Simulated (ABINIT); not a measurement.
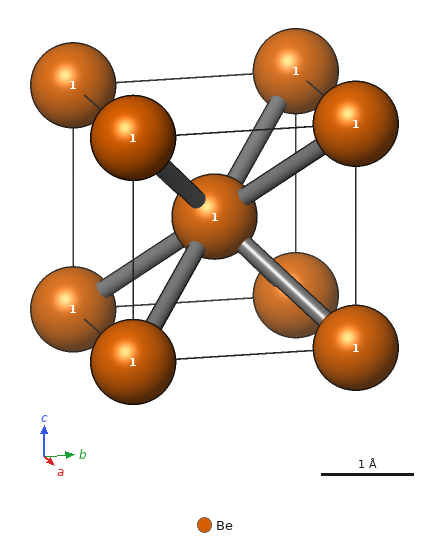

**Figure 1.** The structure as given in the input (ball-and-stick view of the cell 2 times as large as that of the calculation, set on its symmetry axes, seen slightly off an axis; atoms are numbered from 1 in the order of the input). Near neighbours in the crystal (not all of them lie inside the picture): Be has 8 Be at 2.17 Å.

# Band-structure run of Be (part 1 of 3)

System: Be (1 atom in the cell).
Method: Kohn-Sham DFT of a periodic cell, TB-mBJ, JTH PAW LDA v2.0, spin-polarised (ABINIT 10.8.3).

The structure derives from a Materials Project entry.

**The input**
```
# Datasets: ground state, then fixed potential
ndtset 2

# Pseudopotentials
pp_dirpath "./"
pseudos "Be.LDA_PW-JTH.xml"

# Structure
structure "poscar:POSCAR"
natom 1

# Plane-wave basis
ecut 25.0
pawecutdg 47.0

# Exchange and correlation
ixc -208012
usekden 1
pawxcdev 0

# Bands and occupations
occopt 4
tsmear 0.05 eV

# Spin
nsppol 2
spinat
     0.0000000000     0.0000000000    -0.1600000000

# SCF cycle
nstep 100
diemix 0.3
diemixmag 2.0
optforces 0
optstress 0

# Output
iomode 3
prtwf 0
prteig 0
prtebands 0
prtden1 1
prtkden1 1

# Dataset 1
kptopt1 1
ngkpt1 15 15 15
nshiftk1 1
shiftk1 0.0 0.0 0.0
nband1 6
tolvrs1 1.0e-7

# Dataset 2: bands along G-H-N-G-P-H
iscf2 -2
getden2 1
getkden2 1
nband2 10
nbdbuf2 2
tolwfr2 1.0e-12
kptopt2 -5
ndivsm2 5
prteig2 1
prtvol2 -3
kptbounds2
     0.0000000000     0.0000000000     0.0000000000
     0.5000000000    -0.5000000000     0.5000000000
     0.0000000000     0.0000000000     0.5000000000
     0.0000000000     0.0000000000     0.0000000000
     0.2500000000     0.2500000000     0.2500000000
     0.5000000000    -0.5000000000     0.5000000000
```

**File POSCAR**
```
Be
1.0
   -1.2531209513      1.2531209513      1.2531209513
    1.2531209513     -1.2531209513      1.2531209513
    1.2531209513      1.2531209513     -1.2531209513
Be
1
Direct
    0.0000000000      0.0000000000      0.0000000000  Be
```

Launch command:
```bash
abinit run.abi > log 2>&1
```

**Output**
```
.Version 10.8.3 of ABINIT
 DATASET    1 : space group Im -3 m (#229); Bravais cI (body-center cubic)
================================================================================
 Values of the parameters that define the memory need for DATASET  1.
     intxc =       0    ionmov =       0      iscf =       7    lmnmax =       8
     lnmax =       4     mgfft =      20  mpssoang =       2    mqgrid =    3001
     natom =       1  nloc_mem =       2    nspden =       2   nspinor =       1
    nsppol =       2      nsym =      48    n1xccc =       1    ntypat =       1
    occopt =       4   xclevel =       2
       mpw =         329          nfft =        8000          nkpt =         120
 PAW method is used; the additional fine FFT grid is defined by:
   mgfftf=        27    nfftf =     19683
================================================================================
================================================================================

 DATASET    2 : space group Im -3 m (#229); Bravais cI (body-center cubic)
================================================================================
 Values of the parameters that define the memory need for DATASET  2.
     intxc =       0    ionmov =       0      iscf =      -2    lmnmax =       8
     lnmax =       4     mgfft =      20  mpssoang =       2    mqgrid =    3001
     natom =       1  nloc_mem =       2    nspden =       2   nspinor =       1
    nsppol =       2      nsym =      48    n1xccc =       1    ntypat =       1
    occopt =       4   xclevel =       2
       mpw =         327          nfft =        8000          nkpt =          30
 PAW method is used; the additional fine FFT grid is defined by:
   mgfftf=        27    nfftf =     19683
================================================================================
================================================================================

--------------------------------------------------------------------------------
------------- Echo of variables that govern the present computation ------------
--------------------------------------------------------------------------------
 -outvars: echo values of preprocessed input variables --------
            acell      1.0000000000E+00  1.0000000000E+00  1.0000000000E+00 Bohr
              amu      9.01218200E+00
           diemix      3.00000000E-01
        diemixmag      2.00000000E+00
             ecut      2.50000000E+01 Hartree
           getden1          0
           getden2          1
          getkden1          0
          getkden2          1
             iscf1          7
             iscf2         -2
              ixc     -208012
           jdtset        1    2
           kptopt1          1
           kptopt2         -5
         kptrlatt       15    0    0      0   15    0      0    0   15
          kptrlen1     6.15238840E+01
          kptrlen2     3.00000000E+01
            natom           1
            nband1          6
            nband2         10
           nbdbuf1          0
           nbdbuf2          2
           ndtset           2
           ndivsm1          0
           ndivsm2          5
            ngfft          20      20      20
          ngfftdg          27      27      27
             nkpt1        120
             nkpt2         30
           nspden           2
           nsppol           2
            nstep         100
             nsym          48
           ntypat           1
           occopt           4
        optforces           0
        optstress           0
        pawecutdg      4.70000000E+01 Hartree
         pawxcdev           0
        prtebands           0
           prteig1          0
           prteig2          1
          prtkden           1
           prtvol1          0
           prtvol2         -3
            prtwf           0
            rprim     -2.3680554006E+00  2.3680554006E+00  2.3680554006E+00
                       2.3680554006E+00 -2.3680554006E+00  2.3680554006E+00
                       2.3680554006E+00  2.3680554006E+00 -2.3680554006E+00
           shiftk1     0.00000000E+00  0.00000000E+00  0.00000000E+00
           shiftk2     5.00000000E-01  5.00000000E-01  5.00000000E-01
          spgroup         229
           spinat      0.0000000000E+00  0.0000000000E+00 -1.6000000000E-01
           tolvrs1     1.00000000E-07
           tolvrs2     0.00000000E+00
           tolwfr1     0.00000000E+00
           tolwfr2     1.00000000E-12
           tsmear      1.83746611E-03 Hartree
            typat      1
          usekden           1
           useylm           1
            znucl        4.00000

================================================================================

 chkinp: Checking input parameters for consistency, jdtset=   1.

 chkinp: Checking input parameters for consistency, jdtset=   2.

================================================================================
== DATASET  1 ==================================================================

--- !DatasetInfo
iteration_state: {dtset: 1, }
dimensions: {natom: 1, nkpt: 120, mband: 6, nsppol: 2, nspinor: 1, nspden: 2, mpw: 329, }
cutoff_energies: {ecut:  25.0, pawecutdg:  47.0, }
electrons: {nelect:   4.00000000E+00, charge:   0.00000000E+00, occopt:   4.00000000E+00, tsmear:   1.83746611E-03, }
meta: {optdriver: 0, ionmov: 0, optcell: 0, iscf: 7, paral_kgb: 0, }
...

 Real(R)+Recip(G) space primitive vectors, cartesian coordinates (Bohr,Bohr^-1):
 R(1)= -2.3680554  2.3680554  2.3680554  G(1)=  0.0000000  0.2111437  0.2111437
 R(2)=  2.3680554 -2.3680554  2.3680554  G(2)=  0.2111437  0.0000000  0.2111437
 R(3)=  2.3680554  2.3680554 -2.3680554  G(3)=  0.2111437  0.2111437  0.0000000
 Unit cell volume ucvol=  5.3117248E+01 bohr^3
 Angles (23,13,12)=  1.09471221E+02  1.09471221E+02  1.09471221E+02 degrees

 Coarse grid specifications (used for wave-functions):

 getcut: wavevector=  0.0000  0.0000  0.0000  ngfft=  20  20  20
         ecut(hartree)=     25.000   => boxcut(ratio)=   2.17183

 Fine grid specifications (used for densities):

 getcut: wavevector=  0.0000  0.0000  0.0000  ngfft=  27  27  27
         ecut(hartree)=     47.000   => boxcut(ratio)=   2.05707

--- Pseudopotential description ------------------------------------------------
- pspini: atom type   1  psp file is ./Be.LDA_PW-JTH.xml
 Pseudopotential format is: paw10
 basis_size (lnmax)=  4 (lmn_size=  8), orbitals=   0   0   1   1
 Spheres core radius: rc_sph= 1.60727588
 Shapefunction is SIN type: shapef(r)=[sin(pi*r/rshp)/(pi*r/rshp)]**2
 Radius for shape functions =  1.40108027
 Compensation charge density is not taken into account in XC energy/potential

   1.53379709E+01                                ecore*ucvol(ha*bohr**3)
--------------------------------------------------------------------------------

================================================================================

--- !BeginCycle
iteration_state: {dtset: 1, }
solver: {iscf: 7, nstep: 100, nline: 4, wfoptalg: 10, }
tolerances: {tolvrs: 1.00E-07, }
...

     iter   Etot(hartree)      deltaE(h)  residm     vres2   difmagsph maxmagsph
 ETOT  1  -11.522266260786    -1.152E+01 3.394E+01 8.049E+02 2.303E-02 2.303E-02
 ETOT  2  -12.070607607914    -5.483E-01 3.765E-02 5.282E+02 1.620E-02 6.832E-03
 ETOT  3  -12.085806792744    -1.520E-02 3.611E-02 5.092E+01 1.665E-02 9.821E-03
 ETOT  4  -12.086849243231    -1.042E-03 1.765E-02 1.384E+01 7.434E-03 2.387E-03
 ETOT  5  -12.086304557168     5.447E-04 1.605E-03 6.870E+00 3.523E-03 1.137E-03
 ETOT  6  -12.085798470947     5.061E-04 1.656E-03 2.938E+00 9.462E-04 1.904E-04
 ETOT  7  -12.085824213059    -2.574E-05 1.640E-03 1.440E+00 2.185E-04 2.810E-05
 ETOT  8  -12.085880621449    -5.641E-05 2.151E-04 7.030E-01 1.481E-05 4.291E-05
 ETOT  9  -12.085887409902    -6.788E-06 4.875E-05 3.445E-01 1.237E-05 3.054E-05
 ETOT 10  -12.085886774486     6.354E-07 1.158E-04 1.688E-01 2.713E-05 3.413E-06
 ETOT 11  -12.085888224273    -1.450E-06 4.139E-05 8.270E-02 2.682E-06 6.096E-06
 ETOT 12  -12.085888343910    -1.196E-07 8.475E-05 4.053E-02 1.294E-06 4.801E-06
 ETOT 13  -12.085886258432     2.085E-06 3.013E-05 1.986E-02 3.400E-06 1.401E-06
 ETOT 14  -12.085886528498    -2.701E-07 6.053E-05 9.730E-03 1.084E-07 1.293E-06
 ETOT 15  -12.085886699116    -1.706E-07 2.037E-05 4.768E-03 1.176E-07 1.175E-06
 ETOT 16  -12.085887017077    -3.180E-07 4.051E-05 2.336E-03 1.164E-06 1.139E-08
 ETOT 17  -12.085887078905    -6.183E-08 1.320E-05 1.145E-03 0.000E+00 0.000E+00
 ETOT 18  -12.085887016561     6.234E-08 2.611E-05 5.609E-04 2.608E-08 2.971E-08
 ETOT 19  -12.085887004007     1.255E-08 8.347E-06 2.748E-04 8.770E-09 2.094E-08
 ETOT 20  -12.085886996693     7.314E-09 1.645E-05 1.347E-04 1.715E-08 0.000E+00
 ETOT 21  -12.085886995114     1.579E-09 5.198E-06 6.599E-05 8.098E-09 1.189E-08
 ETOT 22  -12.085886999955    -4.841E-09 1.021E-05 3.233E-05 1.052E-09 1.083E-08
 ETOT 23  -12.085887000368    -4.132E-10 3.206E-06 1.584E-05 0.000E+00 0.000E+00
 ETOT 24  -12.085886994687     5.681E-09 6.284E-06 7.763E-06 0.000E+00 0.000E+00
 ETOT 25  -12.085886996634    -1.947E-09 1.965E-06 3.804E-06 0.000E+00 0.000E+00
 ETOT 26  -12.085886999205    -2.571E-09 3.845E-06 1.864E-06 0.000E+00 0.000E+00
 ETOT 27  -12.085886997373     1.832E-09 1.200E-06 9.133E-07 0.000E+00 0.000E+00
 ETOT 28  -12.085886997749    -3.763E-10 2.344E-06 4.475E-07 0.000E+00 0.000E+00
 ETOT 29  -12.085886998318    -5.689E-10 7.310E-07 2.193E-07 0.000E+00 0.000E+00
 ETOT 30  -12.085886998582    -2.637E-10 1.426E-06 1.075E-07 0.000E+00 0.000E+00
 ETOT 31  -12.085886998788    -2.065E-10 4.446E-07 5.265E-08 0.000E+00 0.000E+00

 At SCF step   31       vres2   =  5.27E-08 < tolvrs=  1.00E-07 =>converged.

Result for kinetic energy density :

--------------------------------------------------------------------------------
 Total kinetic energy density [Ha/Bohr^3]
)     Maximum=    3.7503E-01  at reduced coord.    0.8519    0.8889    0.9630
)     Minimum=    9.4843E-03  at reduced coord.    0.7407    0.4815    0.2222
   Integrated=    2.0239E+00
 Spin up density      [Ha/Bohr^3]
)     Maximum=    1.8751E-01  at reduced coord.    0.8519    0.8889    0.9630
)     Minimum=    4.7422E-03  at reduced coord.    0.7407    0.4815    0.2222
   Integrated=    1.0119E+00
 Spin down density    [Ha/Bohr^3]
)     Maximum=    1.8751E-01  at reduced coord.    0.8519    0.8889    0.9630
)     Minimum=    4.7422E-03  at reduced coord.    0.7407    0.4815    0.2222
   Integrated=    1.0119E+00
 Magnetization (spin up - spin down) [Ha/Bohr^3]
)     Maximum=    0.0000E+00  at reduced coord.    0.9630    0.9630    0.9630
)     Minimum=    0.0000E+00  at reduced coord.    0.0000    0.0000    0.0000
   Integrated=    0.0000E+00
 Relative magnetization (=zeta, between -1 and 1)
)     Maximum=    0.0000E+00  at reduced coord.    0.9630    0.9630    0.9630
)     Minimum=    0.0000E+00  at reduced coord.    0.0000    0.0000    0.0000
--------------------------------------------------------------------------------

--- !ResultsGS
iteration_state: {dtset: 1, }
comment   : Summary of ground state results
lattice_vectors:
- [ -2.3680554,   2.3680554,   2.3680554, ]
- [  2.3680554,  -2.3680554,   2.3680554, ]
- [  2.3680554,   2.3680554,  -2.3680554, ]
lattice_lengths: [   4.10159,    4.10159,    4.10159, ]
lattice_angles: [109.471, 109.471, 109.471, ] # degrees, (23, 13, 12)
lattice_volume:   5.3117248E+01
convergence: {deltae: -2.065E-10, res2:  5.265E-08, residm:  4.446E-07, diffor:  0.000E+00, }
etotal    :  -1.20858870E+01
entropy   :   0.00000000E+00
fermie    :   2.88202335E-01
cartesian_stress_tensor: null
pressure_GPa: null
xred      :
- [  0.0000E+00,   0.0000E+00,   0.0000E+00, Be]
cartesian_forces: null
force_length_stats: {min: null, max: null, mean: null, }
...

 Integrated electronic and magnetization densities in atomic spheres:
 ------------------------------------------------------------------------------------------------------------
 Radius=ratsph(iatom), smearing ratsm=  0.0000. Diff(up-dn)=approximate z local magnetic moment.
    Atom    Radius    up_density   dn_density  Total(up+dn)  Diff(up-dn)
    1 Be   1.60728     1.303769     1.303769      2.607538    -0.000000
 ------------------------------------------------------------------------------------------------------------
  Sum:                 1.303769     1.303769      2.607538    -0.000000
 Total magnetization (from the atomic spheres):               -0.000000
 Total magnetization (exact up - dn):                         -0.000000

================================================================================

 ----iterations are completed or convergence reached----

 Mean square residual over all n,k,spin=   47.489E-11; max=  44.456E-08
 reduced coordinates (array xred) for    1 atoms
       0.000000000000      0.000000000000      0.000000000000
 rms dE/dt=  0.0000E+00; max dE/dt=  0.0000E+00; dE/dt below (all hartree)
    1       0.000000000000      0.000000000000      0.000000000000

 cartesian coordinates (angstrom) at end:
    1      0.00000000000000     0.00000000000000     0.00000000000000
 length scales=  1.000000000000  1.000000000000  1.000000000000 bohr
              =  0.529177210544  0.529177210544  0.529177210544 angstroms
 Fermi (or HOMO) energy (hartree) =   0.28820   Average Vxc (hartree)=  -0.38874
 Magnetization (Bohr magneton)=  8.38278114E-10
 Total spin up =  2.00000000E+00   Total spin down =  2.00000000E+00
 Eigenvalues (hartree) for nkpt= 120  k points, SPIN UP:
 kpt#   1, nband=  6, wtk=  0.00030, kpt=  0.0000  0.0000  0.0000 (reduced coord)
  -3.55052   -0.16061    1.00704    1.00704    1.00704    1.43666
      occupation numbers for kpt#   1
   1.00000    1.00000    0.00000    0.00000    0.00000    0.00000
 prteigrs : prtvol=0 or 1, do not print more k-points.

 Eigenvalues (hartree) for nkpt= 120  k points, SPIN DOWN:
 kpt#   1, nband=  6, wtk=  0.00030, kpt=  0.0000  0.0000  0.0000 (reduced coord)
  -3.55052   -0.16061    1.00704    1.00704    1.00704    1.43666
      occupation numbers for kpt#   1
   1.00000    1.00000    0.00000    0.00000    0.00000    0.00000
 prteigrs : prtvol=0 or 1, do not print more k-points.

--- !EnergyTerms
iteration_state     : {dtset: 1, }
comment             : Components of total free energy in Hartree
kinetic             :  2.02385386029689E+00
hartree             :  1.10729608795759E+00
xc                  : -1.22676464551214E-01
Ewald energy        : -6.14720998266479E+00
psp_core            :  2.88756881313975E-01
local_psp           : -4.56701162754847E+00
PAW spherical_terms : -4.66889643356574E+00
internal            : -1.20858876787618E+01
'-kT*entropy'       :  6.79973338119249E-07
total_energy        : -1.20858869987884E+01
total_energy_eV     : -3.28873739249312E+02
...

--- !EnergyTermsDC
iteration_state     : {dtset: 1, }
comment             : '"Double-counting" decomposition of free energy'
band_energy         : -6.94992259822060E+00
Ewald energy        : -6.14720998266479E+00
psp_core            :  2.88756881313975E-01
xc_dc               : -2.02727647494736E-01
PAW spherical_terms :  9.25215661852367E-01
internal            : -1.20858876852138E+01
'-kT*entropy'       :  6.79973338119249E-07
total_energy_dc     : -1.20858870052404E+01
total_energy_dc_eV  : -3.28873739424880E+02
...
```
